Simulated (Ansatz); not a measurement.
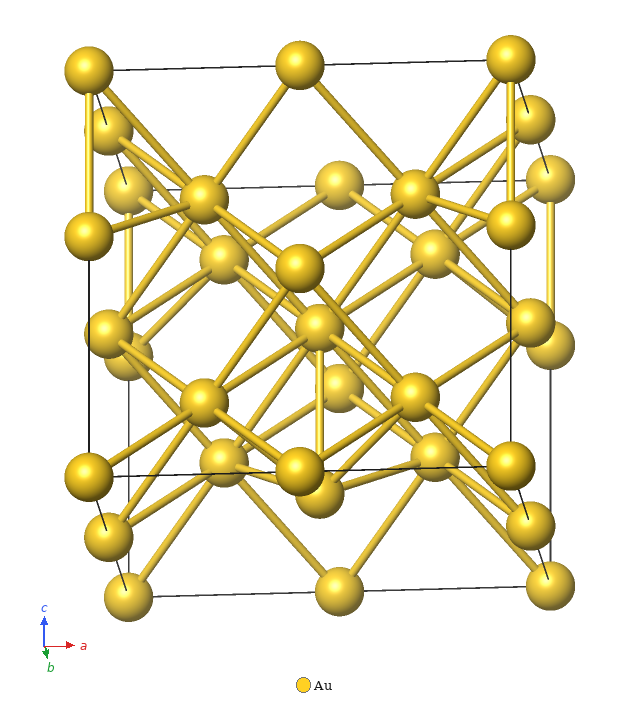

An orthographic ball-and-stick view of the structure, from a general direction. The wireframe shows the conventional unit cell. Cell: a = 6.484 Å, b = 6.484 Å, c = 6.484 Å, α = 90.00°, β = 90.00°, γ = 90.00°.

Caption:

The element is gold. It belongs to space group I4mm (No. 107) and has a body-centred tetragonal lattice. The cell holds 16 atoms. The coordination, counted out to bonding distance, is Au 5 to 9 (mean 7.2).

The starting point was a structure listed in the Materials Project. The cell was then strained or its atoms displaced on purpose. It was the input of a calculation with Ansatz.

At this level of theory the run's own cell isn't at rest (compressed, at 8 GPa and forces up to 5.3 eV/Å), so its distances can differ from those at equilibrium, the more so the softer the solid.
